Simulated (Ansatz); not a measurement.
## Band-structure calculation, with input and output: BAs

BAs (I-4m2, 2 atoms in the cell), computed with DFT, PBE, plane waves, PAW, no spin polarisation (Ansatz 0.2.0).

The structure was built on a prototype by a generator. The geometry comes from this level: r2SCAN (a point of a series of strains). It belongs to a series of runs on one base structure; here: epitaxial_xy strain -5.1%. Figures and captions count atoms from 1; the log counts them from 0 in places.

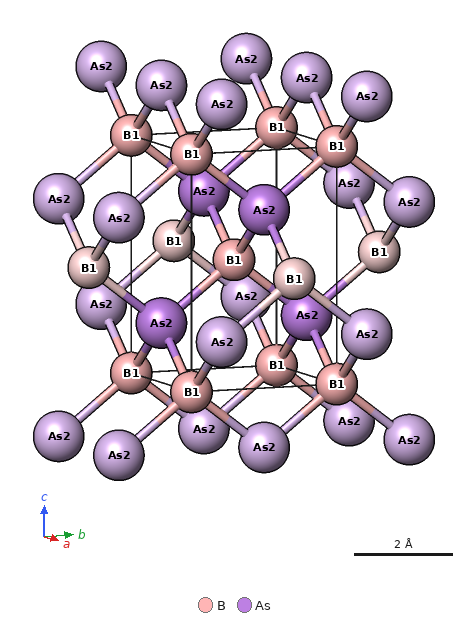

Fig. 1: The structure (ball-and-stick view of the cell 2 times as large as that of the calculation, set on its symmetry axes, seen slightly off an axis; neighbours outside the cell are drawn fainter; atoms are numbered from 1 in the order of the input). Near neighbours in the crystal (not all of them lie inside the picture): B has 4 As at 2.02 Å; As has 4 B at 2.02 Å.

**Input file**
```yaml
crystal:
  lattice:
    - [0.0, 2.2701215427, 2.4479674292]
    - [2.2701215427, 0.0, 2.4479674292]
    - [2.2701215427, 2.2701215427, 0.0]
  atoms:
    - { symbol: B, position: [0.0, 0.0, 0.0] }
    - { symbol: As, position: [0.25, 0.25, 0.25] }
kpoints:
  mp_grid: { grid: [10, 10, 10] }
  band_path:
    path:
      - [0.0, 0.0, 0.0]
      - [-0.5, -0.5, 0.0]
      - [-0.375, -0.375, 0.25]
      - [-0.375, 0.0, 0.375]
      - [0.0, 0.0, 0.5]
      - [-0.5, -0.25, 0.25]
      - [0.0, 0.403646, 0.403646]
    npoints: 1
hamiltonian:
  xc: pbe
scf:
  occupations: { method: fermi_dirac, width: 0.02 }
  n_extra_bands: 4
output:
  forces: true
  stress: true
  eigenvalues: true
```

Run as:
```bash
ansatz run input.yaml --threads 4 --pin off --max-ram 3686MiB --backend cpu --events-out ev --progress --plain --runs-dir out
```

**Output**
```
scf.n_extra_bands = 4 over 9 filled bands (N_el = 18.0): the run solves 13 bands
Engine: ansatz 0.2.0, aarch64-unknown-linux-gnu
Pseudopotentials: kind: paw
Pseudopotential: B, paw, valence charge 3, recommended cutoff 420 eV (normal), B.paw.azcp
Pseudopotential: As, paw, valence charge 15, recommended cutoff 420 eV (normal), As.paw.azcp
Functional definition: PBE
  parameter kappa = 0.804
  parameter beta = 0.06672455060314922
  exchange = pbe_x(kappa = kappa, mu = beta*pi^2/3)
  correlation = pbe_c(beta = beta)
Crystal: 2 atoms, lattice volume = 25.231 Å³
Basis set: ecut = 420 eV, 493 PW (Γ), exchange–correlation on 48×48×48 points (8 copies of the dense FFT grid, shifted against one another)
Bands: 13, of which v1, the nominal top of the filled ones, is band 9 counted from 1 (8 counted from 0)
Symmetry: 8 space group operations
Space group: I-4m2 (ITA 119), of the structure as read, at distance tolerance 2.9e-5 Å
k-points: 102 of 1000 (time reversal used)
Non-local potential: B, projectors of the file, l = 0: 2, l = 1: 2, l = 2: 1
Non-local potential: As, projectors of the file, l = 0: 2, l = 1: 2, l = 2: 3, l = 3: 1
PAW form: soft (Blöchl's): semilocal exchange-correlation on the pseudo side does not see the compensation charge
PAW one-centre angular grid: B, 110 points (default); XC on 64 Gauss nodes
PAW one-centre angular grid: As, 590 points (default); XC on 64 Gauss nodes
Initial density: superposition of atomic densities (neutral atoms: chi_scale 0, normalization atom), corrected by the library's trained network
Initial wavefunctions: pseudopotential atomic-orbital guess
Functional: x = pbe(κ = 0.804, μ = 0.2195149727645171), c = pbe(β = 0.06672455060314922)
SCF iter   1: F=—  HF=-5011.918022 eV  |F-HF|=—  |Δ(HF+E_count)|=         —  Δρ=1.51e-3  dr2=5.67e-4  ethr=1.77e-3  ⟨swp⟩=6.0  Hψ=7496  notcnv=0
preconditioner: auto → none  [insulator: Δε(μ)=0.509 eV  Ē_g=13.005 eV  σ=0.020 eV  W_gap=1.00  n_scr=10 (ndim 8)  ℏωp=20.9 eV  f_vac=0.000  D(μ)=0.00/eV (n_scr^D=0)  ε∞_Penn≈3.6]
SCF iter   2: F=—  HF=-5011.918170 eV  |F-HF|=—  |Δ(HF+E_count)|=   1.48e-4  Δρ=7.23e-4  dr2=1.04e-4  ethr=3.15e-6  ⟨swp⟩=2.0  Hψ=3318  notcnv=0
SCF iter   3: F=—  HF=-5011.918191 eV  |F-HF|=—  |Δ(HF+E_count)|=   2.06e-5  Δρ=2.88e-4  dr2=1.63e-5  ethr=5.78e-7  ⟨swp⟩=2.0  Hψ=2234  notcnv=0
SCF iter   4: F=—  HF=-5011.918203 eV  |F-HF|=—  |Δ(HF+E_count)|=   1.25e-5  Δρ=6.20e-5  dr2=5.48e-7  ethr=9.03e-8  ⟨swp⟩=2.0  Hψ=1716  notcnv=0
SCF iter   5: F=—  HF=-5011.918204 eV  |F-HF|=—  |Δ(HF+E_count)|=   6.47e-7  Δρ=2.37e-5  dr2=1.14e-7  ethr=3.04e-9  ⟨swp⟩=2.0  Hψ=2244  notcnv=0
SCF iter   6: F=-5011.918204 eV  HF=-5011.918204 eV  |F-HF|=2.75e-9  |Δ(HF+E_count)|=   1.03e-7  Δρ=4.17e-6  dr2=4.20e-9  ethr=5.56e-10  ⟨swp⟩=5.0  Hψ=5991  notcnv=0
SCF 1 converged in 6 iterations: F = -5011.918204 eV  dr2 = 4.20e-9
  greatest PAW one-centre occupation: 0.999 electrons in one spin orbital (limit 2), on the As atom at site 1 (counted from 0), in its partial waves of l = 2
```

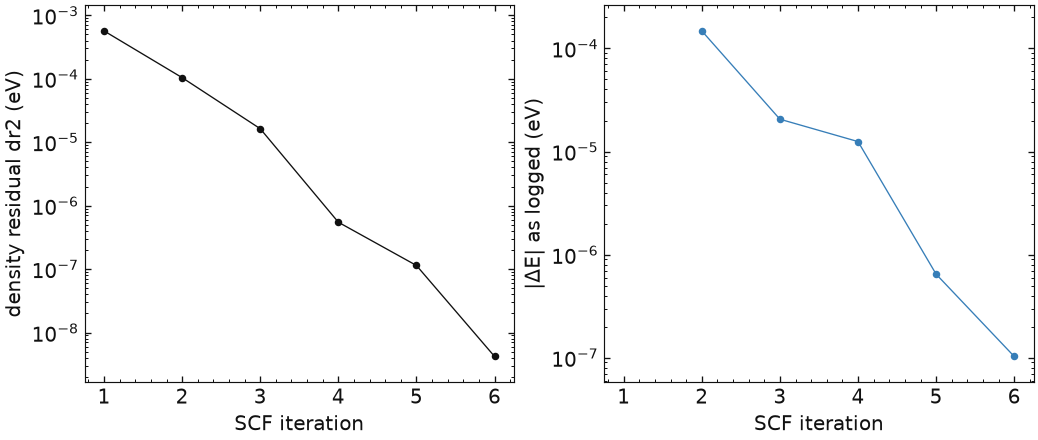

Fig. 2: Convergence of the self-consistent field: density residual dr2 and size of the energy change against the SCF iteration. The residual falls at every step.

```
NSCF: frozen V_eff on 7 k-points
SCF converged after 6 iterations
Free energy (F): -5011.918204 eV
Harris-Foulkes:  -5011.918204 eV  (|F-HF|=2.75e-9)
Internal energy: -5011.918204 eV  (E = F + TS)
E sigma→0 (E₀):  -5011.918204 eV
Entropy (-TS):   -0.000000 eV (-0.000 meV/atom)
Fermi energy:    12.928683 eV
--- Per-component energies (eV) ---
  E_band       = -190.980809
  E_kinetic    = 155.559282
  E_local      = -1624.636337  (includes V_loc(G=0)·N_el)
  E_nonlocal   = -657.630104
  E_hartree    = 914.004795
  E_xc         = -112.680512
  E_vxc        = -119.308116  (∫ρ·V_xc dr)
  E_paw        = -1915.335896  (= ΣΔE_a)
  E_vpaw       = 227.022857  (= ΣTr[D̂ρ^β])
  E_aug_tail   = 0.000006  (compensation charges beyond the density's cutoff)
  E_ewald      = -1771.199439
  E_smearing   = -0.000000  (= −TS)
  E_closure    = -0.000000  (closes the sum)
  Σ components = -5011.918204   (vs F -5011.918204, Δ=0.00e0)
--- Forces (eV/Å), atoms counted from 1 ---
  atom   1  B      0.00000000     0.00000000    -0.00000000
  atom   2  As     0.00000000    -0.00000000     0.00000000
  max |Σ_I F_I| component: 3.43e-16 eV/Å
--- Stress (GPa, compression-positive) ---
       21.733730      -0.000000       0.000000
       -0.000000      21.733730       0.000000
       -0.000000       0.000000       3.084551
  P = ⅓ Tr σ = 15.5173 GPa (155.173 kbar)
--- Band table (eV; the first three rows and the last of 102) ---
  k-point 0: bands = ["-23.5315", "-23.5177", "-23.5177", "-23.4967", "-23.4897", "-3.7245", "11.8462", "12.6835", "12.6835", "15.6642", "15.6642", "16.1441", "17.9918"]
  k-point 1: bands = ["-23.5303", "-23.5174", "-23.5168", "-23.4969", "-23.4894", "-3.5479", "10.8644", "11.8766", "12.3775", "15.8434", "16.1154", "16.6060", "18.7361"]
  k-point 2: bands = ["-23.5272", "-23.5166", "-23.5146", "-23.4971", "-23.4884", "-3.0254", "8.4650", "11.1149", "11.8223", "15.7268", "16.9718", "17.2123", "20.2064"]
  k-point 101: bands = ["-23.5365", "-23.4990", "-23.4990", "-23.4952", "-23.4910", "0.4080", "3.0259", "8.5354", "8.5354", "14.3550", "14.4951", "24.4866", "24.4866"]
```

**File bands.tsv**
```
# k_distance	band_0	band_1	band_2	band_3	band_4	band_5	band_6	band_7	band_8	band_9	band_10	band_11	band_12
# fermi_ev = 12.928683
# lock_threshold_ev = 1e-6
# [0, 0, 0] at k_distance = 0.000000
# [-0.5, -0.5, 0] at k_distance = 1.283347
# [-0.375, -0.375, 0.25] at k_distance = 1.772625
# [-0.375, 0, 0.375] at k_distance = 2.610133
# [0, 0, 0.5] at k_distance = 3.447641
# [-0.5, -0.25, 0.25] at k_distance = 4.391320
# [0, 0.403646, 0.403646] at k_distance = 5.743291
# levels_relative_to = fermi_ev
# free_energy_ev = -5011.918204
# largest_residual_norms_ev = 1.876e-4 3.375e-4 3.248e-4 3.054e-4 2.522e-4 1.548e-4 3.684e-4 2.151e-4 2.936e-4 1.036e-3 6.330e-4 1.010e-3 1.150e-3
0.000000	-36.460216	-36.446397	-36.446397	-36.425357	-36.418355	-16.653225	-1.082443	-0.245160	-0.245160	2.735532	2.735532	3.215466	5.063134
1.283347	-36.465141	-36.427643	-36.427643	-36.423860	-36.419664	-12.520637	-9.902754	-4.393250	-4.393250	1.426326	1.566433	11.557905	11.557905
1.772625	-36.457240	-36.433357	-36.430154	-36.422970	-36.419745	-12.322325	-9.361639	-6.977292	-3.733196	2.172106	6.109292	9.274755	9.837642
2.610133	-36.448854	-36.436018	-36.432842	-36.431441	-36.411629	-11.978813	-8.884712	-6.948069	-4.539985	1.186071	4.814541	8.657724	9.581216
3.447641	-36.449437	-36.444078	-36.440176	-36.423834	-36.412157	-13.481043	-9.877556	-2.976591	-1.963142	2.184579	4.481935	4.725252	8.576060
4.391320	-36.448953	-36.440340	-36.429428	-36.426938	-36.416003	-11.963528	-9.022127	-6.417402	-6.167038	5.035764	5.923152	7.275640	7.652370
5.743291	-36.453897	-36.434279	-36.433410	-36.431222	-36.409908	-12.893586	-7.924613	-5.001962	-4.838119	0.258801	1.408958	9.536917	11.473611
```

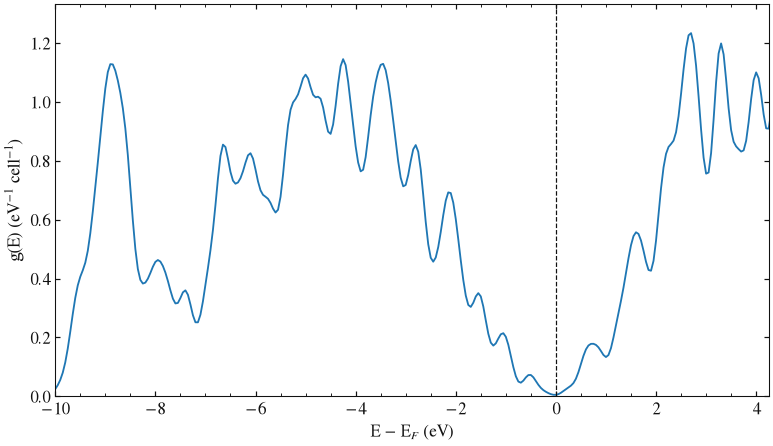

Fig. 3: Density of states (the curve is built from the levels of the k mesh with Gaussians 0.3 eV wide, which also blur the band edges), with energies from the Fermi level. Small ripples come from the finite k-point mesh.

**Key numbers**

```json
{"quantity": "outcome", "value": "converged"}
{"quantity": "space group (tolerance 0.01 Å)", "value": "I-4m2 (119)"}
{"quantity": "electrons treated", "value": "18"}
{"quantity": "free energy", "value": "−5011.9182 eV"}
{"quantity": "Fermi energy", "value": "12.929 eV"}
{"quantity": "band gap", "value": "0.50 eV"}
{"quantity": "pressure", "value": "15.52 GPa"}
{"quantity": "largest force (length of the vector)", "value": "under 0.001 eV/Å"}
{"quantity": "hardware", "value": "4 threads of an Arm (aarch64) CPU, shared host"}
{"quantity": "wall time", "value": "2.3 s (CPU time 7.7 s)"}
{"quantity": "peak memory", "value": "0.33 GiB"}
```
